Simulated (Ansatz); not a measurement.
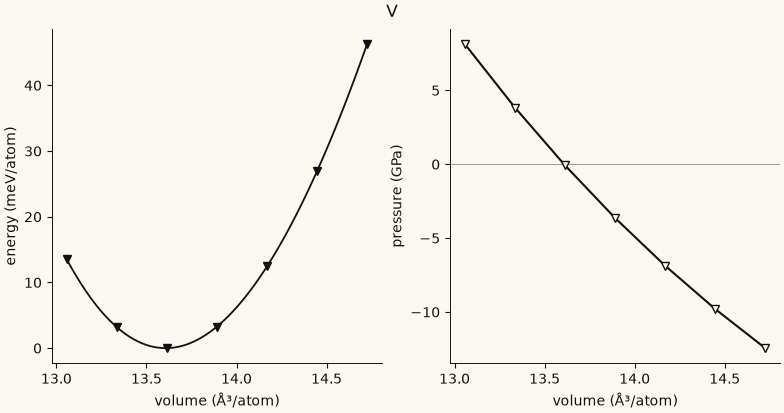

Plotted: energy and pressure against volume for V, space group Im-3m (No. 229).

Cell as given: a = 2.623 Å, b = 2.623 Å, c = 2.623 Å, α = 109.47°, β = 109.47°, γ = 109.47°; 1 atom.

Method: plane-wave DFT, collinear spins; energies at scaled volumes of the given cell, shape and fractions fixed, counted from the fit's minimum, third-order Birch-Murnaghan fit (Ansatz 0.2.0). Level: rPW86-PBE with rVV10, collinear spin.

k mesh 12×12×12; occupations Fermi–Dirac; smearing width 0.05 eV; potentials Ansatz PAW; wave cutoff 420 eV; density cutoff 2100 eV.

Q: Give the fitted equation-of-state parameters.

A: A third-order Birch–Murnaghan fit gives V0 = 13.61 Å³/atom, B0 = 183 GPa and B′ = 3.7.

Q: How does the pressure vary with volume?

A: It falls from 8.12 GPa at volume 13.06 Å³/atom to −12.45 GPa at 14.72 Å³/atom, and changes sign near 13.61 Å³/atom.

Keep in mind: the functional was run on potentials made for another functional.
